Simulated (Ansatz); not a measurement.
## Run report: FeNi, single-point calculation

System: FeNi (2 atoms in the cell).
Method: DFT r2SCAN, scalar-relativistic, plane waves, PAW, spin-polarised (Ansatz 0.2.0).

The structure derives from an entry of the Crystallography Open Database. It belongs to a series of runs on one base structure; here: ratio of the length along z to the lengths across it x 1.2, volume and fractional coordinates fixed. Figures and captions count atoms from 1; the log counts them from 0 in places.

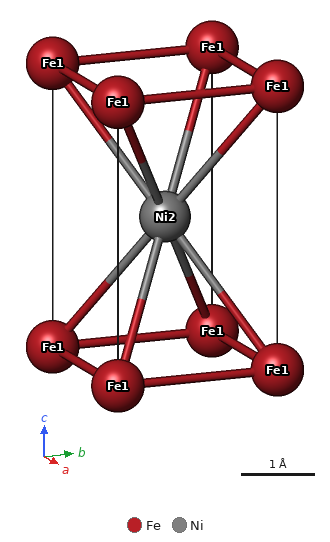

Fig. 1: The structure (ball-and-stick view of the cell of the calculation, seen slightly off an axis; atoms are numbered from 1 in the order of the input). An atom can appear more than once, as a periodic image.

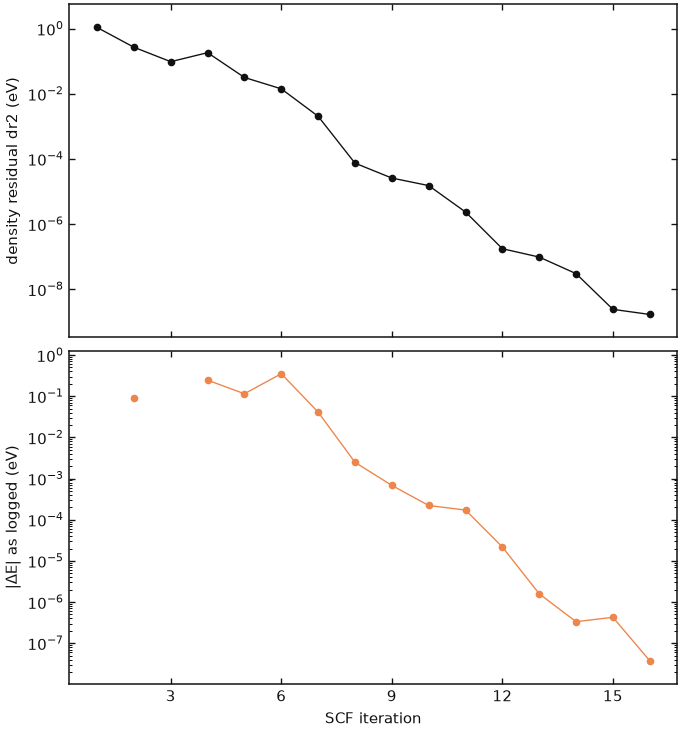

Fig. 2: Convergence of the self-consistent field: density residual dr2 and size of the energy change against the SCF iteration. The residual falls almost steadily, with no more than small rises.

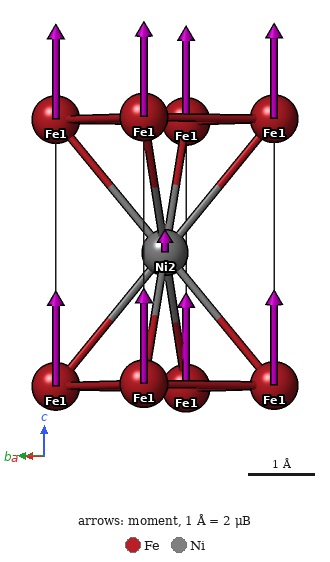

Fig. 3: Magnetic moments of the sites as pink arrows (ball-and-stick view of the cell of the calculation, seen at an oblique angle; atoms are numbered from 1 in the order of the input); small moments hardly show. The run is collinear, so the axis drawn is arbitrary. Site moments: Fe1 (2.93 μB); Ni2 (0.72 μB). They are counted near the atoms and needn't add up to the moment of the cell.

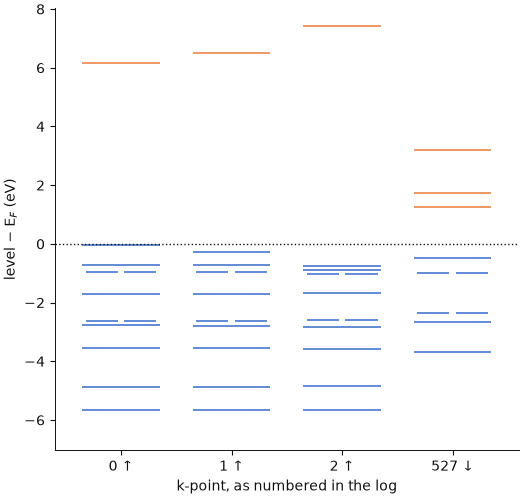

Fig. 4: Kohn–Sham levels near the Fermi level (dotted) at the few k-points that the log prints; levels within 0.02 eV of each other stand side by side. The system is metallic on the full mesh.

The input and output of the run follow.

**Input file**
```yaml
crystal:
  lattice:
    - [2.3836442612, 0.0, 0.0]
    - [0.0, 2.3836442612, 0.0]
    - [0.0, 0.0, 4.0449492665]
  atoms:
    - { symbol: Fe, position: [0.0, 0.0, 0.0], spin: 3.24 }
    - { symbol: Ni, position: [0.5, 0.5, 0.5], spin: 0.78 }
basis:
  ecutwfc: 500
kpoints:
  mp_grid: { grid: [20, 20, 14] }
hamiltonian:
  xc: r2scan
scf:
  occupations: { method: gaussian, width: 0.15 }
output:
  forces: true
  stress: true
  eigenvalues: true
  populations: true
magnetization:
  spin_polarized: true
```

Run as:
```bash
ansatz run input.yaml --threads 1 --pin off --max-ram 2560MiB --backend cpu --events-out ev --progress --plain --runs-dir out
```

**What the program printed**
```
Engine: ansatz 0.2.0, aarch64-unknown-linux-gnu
Pseudopotentials: kind: paw
Pseudopotential: Fe, paw, valence charge 16, recommended cutoff 500 eV (meta_gga), Fe.paw.azcp
Pseudopotential: Ni, paw, valence charge 18, recommended cutoff 500 eV (meta_gga), Ni.paw.azcp
Functional definition: r2SCAN
  parameter k0 = 0.174
  parameter k1 = 0.065
  parameter a1 = 4.9479
  exchange = r2scan_x(k0 = k0, k1 = k1, a1 = a1)
  correlation = r2scan_c
Crystal: 2 atoms, lattice volume = 22.982 Å³
Basis set: ecut = 500 eV, 603 PW (Γ), exchange–correlation on 72×72×120 points (64 copies of the dense FFT grid, shifted against one another)
Bands: 24, of which v1, the nominal top of the filled ones, is band 17 counted from 1 (16 counted from 0)
Symmetry: 16 space group operations
Space group: P4/mmm (ITA 123), of the structure as read, at distance tolerance 2.8e-5 Å
Magnetic group: BNS 123.339 (UNI 999), of the structure as read, at distance tolerance 2.8e-5 Å
k-points: 528 of 5600
Non-local potential: Fe, projectors of the file, l = 0: 3, l = 1: 2, l = 2: 3, l = 3: 1
Non-local potential: Ni, projectors of the file, l = 0: 3, l = 1: 2, l = 2: 3, l = 3: 1
PAW form: soft (Blöchl's): semilocal exchange-correlation on the pseudo side does not see the compensation charge
PAW frozen core: Fe, regenerated for the run's functional (the file was generated under x = pbe(κ = 0.804, μ = 0.2195149727645171), c = pbe(β = 0.06672455060314922))
PAW frozen core: Ni, regenerated for the run's functional (the file was generated under x = pbe(κ = 0.804, μ = 0.2195149727645171), c = pbe(β = 0.06672455060314922))
PAW one-centre angular grid: Fe, 590 points (default); XC on 160 Gauss nodes
PAW one-centre angular grid: Ni, 590 points (default); XC on 160 Gauss nodes
Initial density: superposition of atomic densities (chi_scale 0.1, normalization cell)
Starting moments: Σ|m| = 4.02 μB on 2 of 2 sites
Initial wavefunctions: pseudopotential atomic-orbital guess
Functional: x = r2scan, c = r2scan; τ floored in thin density (d = 2e-4 eV/Å³)
SCF iter   1: F=—  HF=-10329.704133 eV  |F-HF|=—  |Δ(HF+E_count)|=         —  Δρ=6.75e-2 (↑2.13e-2 ↓6.75e-2)  dr2=1.09e0  dr2_τ=1.06e-2  dr2_m=1.72e-1  M=3.753 μB ∫|m|=3.966 μB  β_m=1.00  ethr=3.10e-3  ⟨swp⟩=4.9  Hψ=91931  notcnv=0
Mixer restart at iter 1: flushing history
preconditioner: auto → none  [metal: Δε(μ)=0.001 eV  Ē_g=10.740 eV  σ=0.150 eV  W_gap=0.00  n_scr=6 (ndim 8)  ℏωp=32.9 eV  f_vac=0.000  D(μ)=1.97/eV (n_scr^D=20)  sad-step TF]
SCF iter   2: F=—  HF=-10329.795907 eV  |F-HF|=—  |Δ(HF+E_count)|=   9.18e-2  Δρ=2.60e-2 (↑1.59e-2 ↓2.60e-2)  dr2=2.69e-1  dr2_τ=4.25e-3  dr2_m=1.89e-2  M=3.655 μB ∫|m|=4.052 μB  β_m=1.00  ethr=3.10e-3  ⟨swp⟩=2.5  Hψ=47029  notcnv=0  defer=1945  κ⁻¹=1.0e0(r=1)
SCF iter   3: F=—  HF=-10330.359920 eV  |F-HF|=—  |Δ(HF+E_count)|=         —  Δρ=1.92e-2 (↑1.03e-2 ↓1.92e-2)  dr2=9.68e-2  dr2_τ=7.51e-4  dr2_m=1.85e-2  M=3.621 μB ∫|m|=4.090 μB  β_m=1.00  ethr=7.92e-4  ⟨swp⟩=2.5  Hψ=41047  notcnv=0  defer=1949
Mixer restart at iter 3: flushing history
SCF iter   4: F=—  HF=-10330.605871 eV  |F-HF|=—  |Δ(HF+E_count)|=   2.46e-1  Δρ=2.65e-2 (↑8.79e-3 ↓2.65e-2)  dr2=1.83e-1  dr2_τ=4.62e-4  dr2_m=1.97e-2  M=3.553 μB ∫|m|=4.049 μB  β_m=1.00  ethr=2.85e-4  ⟨swp⟩=2.6  Hψ=47994  notcnv=0  defer=1980  κ⁻¹=1.0e0(r=1)
SCF iter   5: F=—  HF=-10330.720638 eV  |F-HF|=—  |Δ(HF+E_count)|=   1.15e-1  Δρ=1.14e-2 (↑6.50e-3 ↓1.14e-2)  dr2=3.17e-2  dr2_τ=2.88e-4  dr2_m=1.76e-3  M=3.554 μB ∫|m|=4.055 μB  β_m=1.00  ethr=2.85e-4  ⟨swp⟩=2.2  Hψ=34355  notcnv=0  defer=1985  κ⁻¹=1.8e-3(r=2)
SCF iter   6: F=—  HF=-10331.073475 eV  |F-HF|=—  |Δ(HF+E_count)|=   3.53e-1  Δρ=6.67e-3 (↑3.20e-3 ↓6.67e-3)  dr2=1.42e-2  dr2_τ=6.16e-5  dr2_m=8.87e-4  M=3.492 μB ∫|m|=4.023 μB  β_m=1.00  ethr=9.31e-5  ⟨swp⟩=2.3  Hψ=52001  notcnv=0  defer=1997  κ⁻¹=3.1e-4(r=3)
SCF iter   7: F=—  HF=-10331.114694 eV  |F-HF|=—  |Δ(HF+E_count)|=   4.12e-2  Δρ=2.53e-3 (↑1.27e-3 ↓2.53e-3)  dr2=2.04e-3  dr2_τ=1.61e-5  dr2_m=1.93e-4  M=3.468 μB ∫|m|=4.001 μB  β_m=1.00  ethr=4.18e-5  ⟨swp⟩=2.1  Hψ=48114  notcnv=0  defer=2000  κ⁻¹=2.9e-4(r=4)
SCF iter   8: F=—  HF=-10331.117182 eV  |F-HF|=—  |Δ(HF+E_count)|=   2.49e-3  Δρ=7.41e-4 (↑3.72e-4 ↓7.41e-4)  dr2=7.43e-5  dr2_τ=1.36e-6  dr2_m=2.95e-5  M=3.461 μB ∫|m|=3.988 μB  β_m=1.00  ethr=6.01e-6  ⟨swp⟩=2.5  Hψ=42448  notcnv=0  defer=2004  κ⁻¹=7.1e-5(r=5)
SCF iter   9: F=—  HF=-10331.117864 eV  |F-HF|=—  |Δ(HF+E_count)|=   6.83e-4  Δρ=3.94e-4 (↑2.40e-4 ↓3.94e-4)  dr2=2.59e-5  dr2_τ=2.85e-7  dr2_m=5.77e-6  M=3.456 μB ∫|m|=3.985 μB  β_m=1.00  ethr=2.19e-7  ⟨swp⟩=2.0  Hψ=42865  notcnv=0  defer=2005  κ⁻¹=4.3e-6(r=6)
SCF iter  10: F=—  HF=-10331.118086 eV  |F-HF|=—  |Δ(HF+E_count)|=   2.22e-4  Δρ=3.64e-4 (↑1.96e-4 ↓3.64e-4)  dr2=1.52e-5  dr2_τ=1.21e-7  dr2_m=7.38e-6  M=3.456 μB ∫|m|=3.984 μB  β_m=1.00  ethr=7.63e-8  ⟨swp⟩=2.0  Hψ=42758  notcnv=0  defer=2005  κ⁻¹=2.5e-6(r=7)
SCF iter  11: F=—  HF=-10331.118258 eV  |F-HF|=—  |Δ(HF+E_count)|=   1.72e-4  Δρ=1.07e-4 (↑1.07e-4 ↓8.46e-5)  dr2=2.35e-6  dr2_τ=1.96e-8  dr2_m=3.43e-7  M=3.453 μB ∫|m|=3.980 μB  β_m=1.00  ethr=4.46e-8  ⟨swp⟩=2.0  Hψ=43245  notcnv=0  defer=2005  κ⁻¹=8.9e-7(r=8)
SCF iter  12: F=—  HF=-10331.118280 eV  |F-HF|=—  |Δ(HF+E_count)|=   2.18e-5  Δρ=3.47e-5 (↑3.09e-5 ↓3.47e-5)  dr2=1.75e-7  dr2_τ=3.03e-9  dr2_m=3.31e-8  M=3.453 μB ∫|m|=3.979 μB  β_m=1.00  ethr=6.91e-9  ⟨swp⟩=2.1  Hψ=43438  notcnv=0  defer=2005  κ⁻¹=8.3e-7(r=8)
SCF iter  13: F=—  HF=-10331.118282 eV  |F-HF|=—  |Δ(HF+E_count)|=   1.59e-6  Δρ=1.90e-5 (↑1.90e-5 ↓1.88e-5)  dr2=9.71e-8  dr2_τ=1.82e-9  dr2_m=1.43e-8  M=3.453 μB ∫|m|=3.979 μB  β_m=1.00  ethr=5.16e-10  ⟨swp⟩=2.2  Hψ=43610  notcnv=0  defer=2005  κ⁻¹=3.2e-6(r=8)
SCF iter  14: F=—  HF=-10331.118282 eV  |F-HF|=—  |Δ(HF+E_count)|=   3.34e-7  Δρ=1.34e-5 (↑1.08e-5 ↓1.34e-5)  dr2=3.01e-8  dr2_τ=3.36e-10  dr2_m=3.20e-9  M=3.453 μB ∫|m|=3.980 μB  β_m=1.00  ethr=2.86e-10  ⟨swp⟩=2.0  Hψ=43130  notcnv=0  defer=2005  κ⁻¹=3.6e-6(r=8)
SCF iter  15: F=—  HF=-10331.118283 eV  |F-HF|=—  |Δ(HF+E_count)|=   4.27e-7  Δρ=3.78e-6 (↑3.36e-6 ↓3.78e-6)  dr2=2.41e-9  dr2_τ=5.30e-11  dr2_m=4.05e-10  M=3.453 μB ∫|m|=3.979 μB  β_m=1.00  ethr=8.84e-11  ⟨swp⟩=2.0  Hψ=43480  notcnv=0  defer=2005  κ⁻¹=1.3e-6(r=8)
SCF iter  16: F=-10331.118283 eV  HF=-10331.118283 eV  |F-HF|=1.69e-8  |Δ(HF+E_count)|=   3.76e-8  Δρ=2.12e-6 (↑1.94e-6 ↓2.12e-6)  dr2=1.68e-9  dr2_τ=2.02e-11  dr2_m=2.42e-10  M=3.453 μB ∫|m|=3.980 μB  ethr=7.08e-12  ⟨swp⟩=6.5  Hψ=107026  notcnv=0
SCF 1 converged in 16 iterations: F = -10331.118283 eV  dr2 = 1.68e-9
  greatest PAW one-centre occupation: 1.005 electrons in one spin orbital (limit 2), on the Fe atom at site 0 (counted from 0), in its partial waves of l = 1
this state was not tested for a lower state beside it, because the mixer in use, unlike msr1, does not test its closes by its own steps (another_mixer; see scf.mixing.algorithm and scf.lower_state_search)
SCF converged after 16 iterations
Magnetization: 3.4529 μB (18.7265 up, 15.2735 down)
Absolute magnetization: 3.9799 μB (∫|ρ↑−ρ↓|, with the PAW one-centre terms)
Spin contamination: 0.1734 ħ² per cell (⟨S²⟩ above its minimum at these occupations)
Per-site moments (μB) at R_I (Å): [(2.9272125730072283, 0.983253257745), (0.72271194192864, 0.983253257745)]
Free energy (F): -10331.118283 eV
Harris-Foulkes:  -10331.118283 eV  (|F-HF|=1.69e-8)
Internal energy: -10331.100961 eV  (E = F + TS)
E sigma→0 (E₀):  -10331.109622 eV
Entropy (-TS):   -0.017322 eV (-8.661 meV/atom)
Fermi energy:    17.693344 eV
--- Per-component energies (eV) ---
  E_band       = -565.365246
  E_kinetic    = 629.786740
  E_local      = -5651.626884  (includes V_loc(G=0)·N_el)
  E_nonlocal   = 864.584447
  E_hartree    = 2369.369736
  E_xc         = -191.230755
  E_vxc        = -284.048098  (∫ρ·V_xc dr)
  E_paw        = -3024.176649  (= ΣΔE_a)
  E_vpaw       = -883.602550  (= ΣTr[D̂ρ^β])
  E_aug_tail   = 0.000526  (compensation charges beyond the density's cutoff)
  E_vtau       = 20.802051  (kinetic-family band-sum trace: ∫τ·v_τ [+ j·A + Jᵃ·Aᵃ] dr)
  E_ewald      = -5327.218577
  E_core_change = -0.589544  (= ΣΔE_core)
  E_smearing   = -0.017322  (= −TS)
  E_closure    = -0.000000  (closes the sum)
  Σ components = -10331.118283   (vs F -10331.118283, Δ=0.00e0)
--- Forces (eV/Å), atoms counted from 1 ---
  atom   1  Fe    -0.00000000     0.00000000     0.00000000
  atom   2  Ni     0.00000000    -0.00000000     0.00000000
  max |Σ_I F_I| component: 6.31e-30 eV/Å
--- Stress (GPa, compression-positive) ---
        7.423542       0.000000       0.000000
        0.000000       7.423542       0.000000
        0.000000       0.000000     -24.025468
  P = ⅓ Tr σ = -3.0595 GPa (-30.595 kbar)
--- Band table (eV; the first three rows and the last of 1056) ---
  k-point 0 ↑: bands = ["-89.7374", "-74.9362", "-48.7260", "-48.4939", "-48.4939", "-39.8026", "-39.3176", "-39.3176", "8.6253", "12.0378", "12.8051", "14.1610", "14.9277", "15.0517", "15.0517", "15.9990", "16.7404", "16.7404", "16.9586", "17.6597", "23.8543", "35.6409", "35.6409", "40.0019"]
  k-point 1 ↑: bands = ["-89.7374", "-74.9362", "-48.7260", "-48.4938", "-48.4938", "-39.8027", "-39.3176", "-39.3176", "8.6779", "12.0378", "12.8143", "14.1500", "14.9083", "15.0655", "15.0655", "16.0002", "16.7209", "16.7209", "16.9573", "17.4052", "24.2082", "35.7173", "35.7173", "40.0051"]
  k-point 2 ↑: bands = ["-89.7374", "-74.9362", "-48.7259", "-48.4938", "-48.4938", "-39.8030", "-39.3176", "-39.3176", "8.8346", "12.0324", "12.8409", "14.1184", "14.8499", "15.1059", "15.1059", "16.0035", "16.6647", "16.6647", "16.7873", "16.9536", "25.1307", "35.9436", "35.9436", "40.0143"]
  k-point 527 ↓: bands = ["-88.4209", "-70.3558", "-47.4429", "-47.4429", "-47.3743", "-35.3431", "-35.3431", "-35.1021", "14.0171", "15.0328", "15.3448", "15.3448", "16.7049", "16.7049", "17.2287", "18.9573", "19.4141", "20.9017", "26.3151", "26.3151", "26.3764", "26.3764", "29.0934", "29.4659"]
--- Löwdin populations: 2 sites ---
  site symbol       q [e]    m [muB]
     0     Fe     15.7008     2.9623
     1     Ni     17.8060     0.6883
  spilling = 0.014506 (of n_electrons = 34.000000)
```

**Summary**

| quantity | value |
| --- | --- |
| outcome | converged |
| space group (tolerance 0.01 Å) | P4/mmm (123) |
| electrons treated | 34 |
| free energy | −10331.1183 eV |
| Fermi energy | 17.693 eV |
| gap on the k-point mesh | none (metallic) |
| net moment of the cell | 3.45 μB |
| integrated absolute moment | 3.98 μB |
| pressure | −3.06 GPa |
| largest force (length of the vector) | under 0.001 eV/Å |
| hardware | 1 thread of Arm Neoverse V1, 24 GiB of memory available, shared host |
| wall time | 2.9 min |
| peak memory | 0.82 GiB |

**Notes**

The electronic state found may not be the lowest one. Warnings of the run: the state was not tested for a lower one.
